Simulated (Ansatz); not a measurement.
## Single-point calculation of AlN

The run: single-point calculation of AlN (Cmc2₁, 4 atoms in the cell). Method and program: DFT PBEsol, scalar-relativistic, plane waves, PAW, no spin polarisation (Ansatz 0.2.0).

The structure derives from an entry of the Crystallography Open Database. It belongs to a series of runs on one base structure; here: band edges of the strained film's bulk.

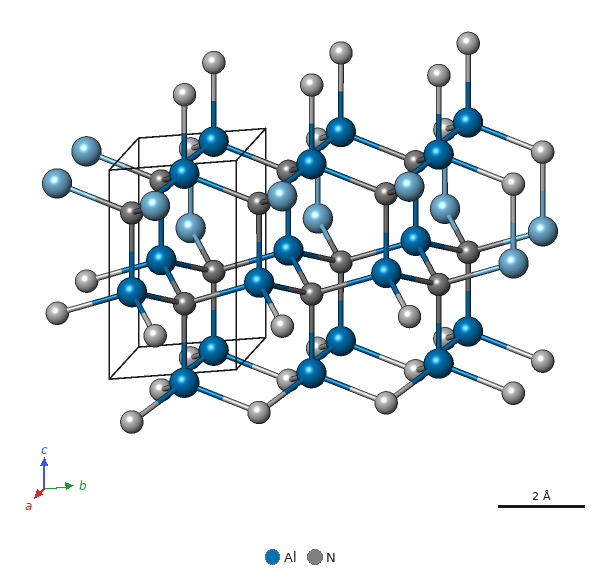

*The structure as given in the input (ball-and-stick view of the reduced cell, repeated 2 × 3 × 1, seen slightly off an axis; neighbours outside the cell are drawn fainter). An atom can appear more than once, as a periodic image.*

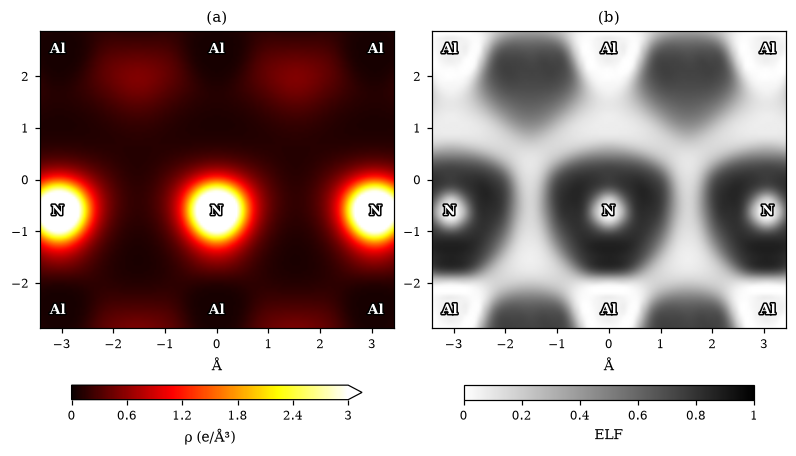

*(a) valence pseudo-density; (b) electron localisation function on the (010) plane of the conventional cell.*

Atoms in the plane: Al and N. Al–N (1.91 Å): ρ is about 0.66 e/Å³ halfway; the ELF is about 0.85 at the midpoint. Away from the nuclei the density in this plane falls to 0.08 e/Å³ at its lowest. In a PAW calculation such maps are meaningful between the atoms, not at the nuclei.

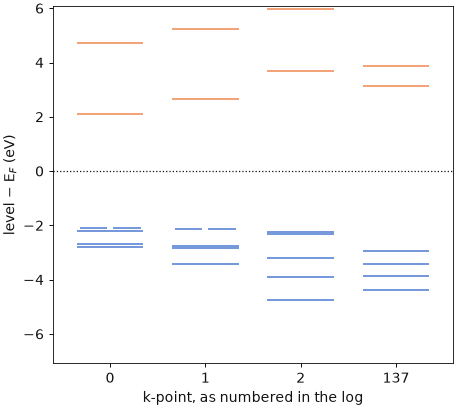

*Kohn–Sham levels near the Fermi level (dotted) at the few k-points that the log prints; levels within 0.02 eV of each other stand side by side.*

Among these points the highest filled and lowest empty levels are 4.17 eV apart, which is the gap on the mesh.

The input and output of the run follow.

Input file:
```yaml
crystal:
  lattice:
    - [3.0758056077, 0.0, 7.5218e-06]
    - [0.0, 5.0477112833, 0.0]
    - [1.5379093959, 0.0, 2.6988416764]
  atoms:
    - { symbol: Al, position: [0.3337254472, -0.003187947, 0.3325497823] }
    - { symbol: Al, position: [0.6662745528, 0.496812053, 0.6674502177] }
    - { symbol: "N", position: [0.3345786083, 0.618187947, 0.330845144] }
    - { symbol: "N", position: [0.6654213917, 0.118187947, 0.669154856] }
basis:
  ecutwfc: 420
kpoints:
  mp_grid: { grid: [9, 5, 10] }
  band_path: { path: [VBM, CBM], npoints: 2 }
hamiltonian:
  xc: pbesol
scf:
  occupations: { method: gaussian, width: 0.02 }
output:
  forces: true
  stress: true
  eigenvalues: true
  write_density: true
  write_potential: true
  elf: true
  volumetric_format: npy
```

Launch command:
```bash
ansatz run input.yaml --threads 4 --pin off --max-ram 10240MiB --backend cpu --events-out ev --progress --plain --runs-dir out
```

Log:
```
Warning: the atoms were moved onto the symmetric positions of the space group found under crystal.symmetry.tolerance 1.0e-5 (fractional; no operation is sought that the atoms, as they stand in a round, miss by more than twice it, and no atom is moved by as much as it), and the run uses the moved positions. Before a round's move an operation carried an atom to 7.26e-6 Å from where it should land, the largest such distance. Atom 2 (counting from 0) moved farthest, by 3.63e-6 Å; the longest move in fractions of the cell, of whichever atom, is 0.11 of the tolerance, in 1 round. To run the atoms as typed, lower crystal.symmetry.tolerance until the operations that they miss are no longer found, or set crystal.symmetry.detect: false (a key that needs symmetry detection or time reversal refuses this as the deck is read). The positions used, in the order of the run's atom list: position: [0.33372510884999995, -0.003187947, 0.3325497823]; position: [0.66627489115, 0.496812053, 0.6674502177]; position: [0.33457742800000007, 0.618187947, 0.330845144]; position: [0.665422572, 0.118187947, 0.669154856]; The lattice was moved too: crystal.lattice misses the space group found at crystal.symmetry.tolerance 1.0e-5 in a digit that the deck types, which is why this is a warning: making the lattice exact moves one of its numbers by a whole unit of that number's last typed decimal, or more. The operation that it misses by the most changes a squared length by the fraction 9.78e-6. The run uses the lattice that is a stretch of the typed one, with no rotation, onto the one that keeps every operation to a double's rounding (on a very oblique basis the stretch itself rounds by more); the deck's lattice vector that moved farthest moved by 7.59e-6 Å. To run the lattice as typed, set crystal.symmetry.tolerance under 9.77e-6, the least fraction by which an operation that the lattice misses changes a squared length (the same key also sets how far an atom may lie from its image, so lowering it can lose operations that the atoms keep only within it), or set crystal.symmetry.detect: false, as for the atoms. crystal.lattice made exact, in Å and degrees: [[3.075805607709197, 1.6691773428417647e-21, 4.493540762551985e-9], [2.739290573589575e-21, 5.0477112833, -1.0034285580095842e-26], [1.5379027999117818, 8.345868838047834e-22, 2.6988379177548207]]. Pasted over the deck's crystal.lattice, beside positions in fractional coordinates, it runs the same cell (given as lengths and angles, that cell in the form's own orientation, a rigid turn of the misfit's size from the one run here, for which a checkpoint.post_process_only pass over this run's state can be refused: where this run relaxes nothing, give such a pass this deck's own crystal.lattice, as typed; behind a relaxation, as crystal.lattice, the state's own cell, identity.cell in its checkpoint.json), and a matrix so pasted ends this notice, except on a very skew basis of the lattice, where the rounding of the pasted numbers themselves can read as a misfit: the cell is then moved again, and that move is told again. The lattice as run is in this notice's lattice.as_run_ang field (Run.prep()["deck_notices"] in Python, the deck_notice line of an events file, deck_notices of ansatz run --dry-run=json, or deck_notices in record.json in the deck's checkpoint.write directory).
Warning: crystal.symmetry: narrowed to the stabiliser of the k-point mesh — unitary ops 4 → 2; excluded 2 operations that carry a point of the 9×5×10 mesh (shift [0, 0, 0]) off the mesh (the run samples exactly the mesh kpoints.mp_grid names, as under crystal.symmetry.detect: false, and its converged state has the mesh's symmetry, not the crystal's; ε∞, the Born charges and the force constants of a linear response (`dielectric:` by the response, `phonons.method: dfpt`) are averaged over those of the crystal's operations that the state keeps within a tolerance, where `mesh_tensors`, `unaveraged_element` or `gamma_mean_max_change_ev_ang2` stands beside them; a row that `dielectric.field_direction` solves alone is averaged likewise, with nothing beside; a Γ-centred mesh of equal divisions is mapped onto itself by every operation and keeps the whole group, as does a half-shifted one under kpoints.further_shifts: images)
Engine: ansatz 0.2.0, aarch64-unknown-linux-gnu
Pseudopotentials: kind: paw
Pseudopotential: Al, paw, valence charge 3, recommended cutoff 420 eV (normal), Al.paw.azcp
Pseudopotential: N, paw, valence charge 5, recommended cutoff 420 eV (normal), N.paw.azcp
Functional definition: PBEsol
  exchange = pbesol_x
  correlation = pbesol_c
Crystal: 4 atoms, lattice volume = 41.902 Å³
Basis set: ecut = 420 eV, 817 PW (Γ), exchange–correlation on 48×72×48 points (8 copies of the dense FFT grid, shifted against one another)
Bands: 12, of which v1, the nominal top of the filled ones, is band 8 counted from 1 (7 counted from 0)
Symmetry: 2 space group operations
k-points: 138 of 450 (time reversal used)
Non-local potential: Al, projectors of the file, l = 0: 2, l = 1: 2, l = 2: 1
Non-local potential: N, projectors of the file, l = 0: 2, l = 1: 2, l = 2: 1
PAW form: soft (Blöchl's): semilocal exchange-correlation on the pseudo side does not see the compensation charge
PAW frozen core: Al, regenerated for the run's functional, and the local potential with it (the file was generated under x = pbe(κ = 0.804, μ = 0.2195149727645171), c = pbe(β = 0.06672455060314922))
PAW frozen core: N, regenerated for the run's functional, and the local potential with it (the file was generated under x = pbe(κ = 0.804, μ = 0.2195149727645171), c = pbe(β = 0.06672455060314922))
PAW one-centre angular grid: Al, 110 points (default); XC on 64 Gauss nodes
PAW one-centre angular grid: N, 110 points (default); XC on 64 Gauss nodes
Initial density: superposition of atomic densities (neutral atoms: chi_scale 0, normalization atom), corrected by the library's trained network
Initial wavefunctions: pseudopotential atomic-orbital guess
Functional: x = pbesol(κ = 0.804, μ = 0.12345679012345678), c = pbesol(β = 0.046)
SCF iter   1: F=—  HF=-1811.919754 eV  |F-HF|=—  |Δ(HF+E_count)|=         —  Δρ=1.04e-2  dr2=4.85e-2  ethr=1.77e-3  ⟨swp⟩=6.1  Hψ=11341  notcnv=0
preconditioner: auto → none  [insulator: Δε(μ)=4.092 eV  Ē_g=12.928 eV  σ=0.020 eV  W_gap=1.00  n_scr=2 (ndim 8)  ℏωp=22.9 eV  f_vac=0.000  D(μ)=0.00/eV (n_scr^D=0)  ε∞_Penn≈4.2]
SCF iter   2: F=—  HF=-1811.906001 eV  |F-HF|=—  |Δ(HF+E_count)|=   1.38e-2  Δρ=1.32e-3  dr2=7.79e-4  ethr=3.03e-4  ⟨swp⟩=3.0  Hψ=4157  notcnv=0
SCF iter   3: F=—  HF=-1811.905846 eV  |F-HF|=—  |Δ(HF+E_count)|=   1.55e-4  Δρ=4.81e-4  dr2=5.24e-5  ethr=4.87e-6  ⟨swp⟩=2.0  Hψ=2618  notcnv=0
SCF iter   4: F=—  HF=-1811.905706 eV  |F-HF|=—  |Δ(HF+E_count)|=   1.41e-4  Δρ=2.05e-5  dr2=6.95e-8  ethr=6.25e-10  ⟨swp⟩=8.0  Hψ=12662  notcnv=0
iter 5 did not close the SCF: its close was put off for the readings that it lacked (scf_convergence_deferred on its scf_iter line)
SCF iter   5: F=-1811.905706 eV  HF=-1811.905706 eV  |F-HF|=3.89e-10  |Δ(HF+E_count)|=   3.19e-8  Δρ=1.81e-6  dr2=3.93e-10  ethr=4.34e-10  ⟨swp⟩=2.6  Hψ=2785  notcnv=0
SCF iter   6: F=-1811.905706 eV  HF=-1811.905706 eV  |F-HF|=9.09e-13  |Δ(HF+E_count)|=  4.43e-10  Δρ=1.73e-7  dr2=7.86e-12  ethr=2.46e-12  ⟨swp⟩=3.5  Hψ=7660  notcnv=0
SCF 1 converged in 6 iterations: F = -1811.905706 eV  dr2 = 7.86e-12
  greatest PAW one-centre occupation: 0.785 electrons in one spin orbital (limit 2), on the N atom at site 3 (counted from 0), in its partial waves of l = 0
NSCF: frozen V_eff on 80 k-points
NSCF: frozen V_eff on 80 k-points
NSCF: frozen V_eff on 80 k-points
NSCF: frozen V_eff on 80 k-points
NSCF: frozen V_eff on 80 k-points
NSCF: frozen V_eff on 61 k-points
NSCF: frozen V_eff on 7 k-points
NSCF: frozen V_eff on 7 k-points
NSCF: frozen V_eff on 7 k-points
NSCF: frozen V_eff on 12 k-points
NSCF: frozen V_eff on 18 k-points
NSCF: frozen V_eff on 3 k-points
NSCF: frozen V_eff on 3 k-points
SCF converged after 6 iterations
Free energy (F): -1811.905706 eV
Harris-Foulkes:  -1811.905706 eV  (|F-HF|=9.09e-13)
Internal energy: -1811.905706 eV  (E = F + TS)
E sigma→0 (E₀):  -1811.905706 eV
Fermi energy:    8.995938 eV
--- Per-component energies (eV) ---
  E_band       = 28.326680
  E_kinetic    = 317.377235
  E_local      = -446.244700  (includes V_loc(G=0)·N_el)
  E_nonlocal   = 111.283559
  E_hartree    = 153.683291
  E_xc         = -201.338535
  E_vxc        = -214.872991  (∫ρ·V_xc dr)
  E_paw        = -1155.474935  (= ΣΔE_a)
  E_vpaw       = -46.583191  (= ΣTr[D̂ρ^β])
  E_aug_tail   = 0.000189  (compensation charges beyond the density's cutoff)
  E_ewald      = -591.286286
  E_core_change = 0.094476  (= ΣΔE_core)
  E_smearing   = -0.000000  (= −TS)
  E_closure    = -0.000000  (closes the sum)
  Σ components = -1811.905706   (vs F -1811.905706, Δ=0.00e0)
--- Forces (eV/Å), atoms counted from 1 ---
  atom   1  Al     0.00001472     0.00002881     0.00008391
  atom   2  Al    -0.00001472     0.00002881    -0.00008391
  atom   3  N      0.00002013    -0.00002086    -0.00012305
  atom   4  N     -0.00002013    -0.00002086     0.00012305
  max |Σ_I F_I| component: 1.59e-5 eV/Å
--- Stress (GPa, compression-positive) ---
        3.279684       0.000000       0.000467
        0.000000      -3.505039       0.000000
        0.000467       0.000000       0.001640
  P = ⅓ Tr σ = -0.0746 GPa (-0.746 kbar)
--- Band table (eV; the first three rows and the last of 138) ---
  k-point 0: bands = ["-8.1165", "-6.0219", "0.9179", "6.1854", "6.3076", "6.8048", "6.8942", "6.9098", "11.0821", "13.7141", "17.3654", "18.0857"]
  k-point 1: bands = ["-7.9884", "-5.9469", "1.0707", "5.5847", "6.1480", "6.2276", "6.8583", "6.8727", "11.6598", "14.2487", "16.8514", "17.2750"]
  k-point 2: bands = ["-7.6204", "-5.7502", "1.5176", "4.2459", "5.0954", "5.8015", "6.6676", "6.7682", "12.6962", "14.9503", "15.4693", "16.6343"]
  k-point 137: bands = ["-5.7948", "-5.5984", "1.4090", "1.7438", "4.5981", "5.1426", "5.5636", "6.0589", "12.1495", "12.8793", "15.9577", "16.6375"]
```

Key numbers:

| quantity | value |
| --- | --- |
| outcome | converged |
| space group (tolerance 0.01 Å) | Cmc2₁ (36) |
| electrons treated | 16 |
| free energy | −1811.9057 eV |
| Fermi energy | 8.996 eV |
| gap on the k-point mesh | 4.17 eV |
| gap on the band path | 4.17 eV |
| pressure | −0.07 GPa |
| largest force (length of the vector) | under 0.001 eV/Å |
| hardware | 4 threads of Arm Neoverse V1, 24 GiB of memory available, shared host |
| wall time | 5.6 s (CPU time 21 s) |
| peak memory | 0.39 GiB |

Remarks:

The program warns: the structure was made exactly symmetric; the k-point mesh lowers the symmetry that the run can use.
